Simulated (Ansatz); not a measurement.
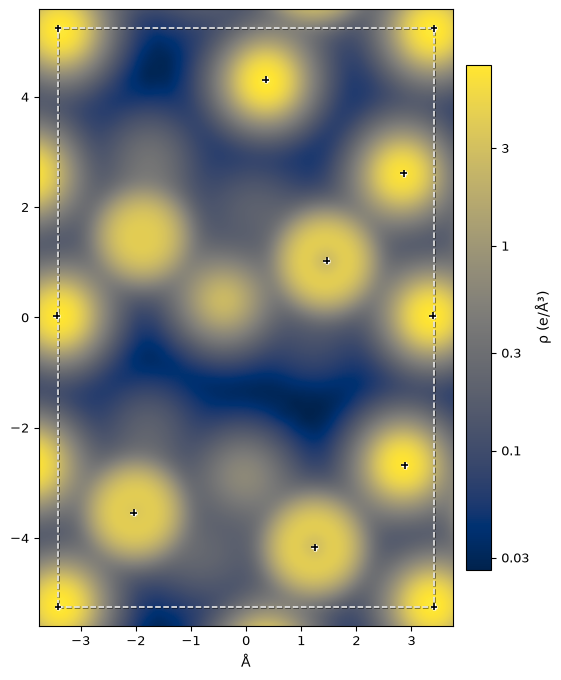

The valence electron density on a plane through atoms (crosses mark nuclei in the plane).

These are results of Ansatz 0.2.0, DFT PBE, scalar-relativistic, plane waves, PAW, not measurements.

Candidates:
A. Ti$_{9}$O$_{20}$ (cell charge −4, with a compensating background) (cell with a defect), a = 7.72 Å, b = 7.72 Å, c = 7.72 Å, α = 102.18°, β = 113.24°, γ = 113.24°. The program warned that a starting moment wasn't kept; spin-polarised, but the moments vanished.
B. Zr$_{8}$O$_{17}$ (cell charge −2, with a compensating background) (cell with a defect), a = 6.82 Å, b = 7.38 Å, c = 7.38 Å, α = 90.58°, β = 116.25°, γ = 116.25°. 
C. Ga$_{18}$HN$_{18}$ (cell charge +1, with a compensating background) (cell with a defect), a = 7.65 Å, b = 7.65 Å, c = 7.65 Å, α = 78.22°, β = 78.22°, γ = 78.22°. 

Which candidate gave the map?

Answer. Candidate B: Zr$_{8}$O$_{17}$ on the (011) plane of the calculation cell, which holds Zr and O. Zr–O (2.13 Å): the density is about 0.64 e/Å³ at the midpoint. Zr–O (2.17 Å): the density is about 0.58 e/Å³ at the midpoint.
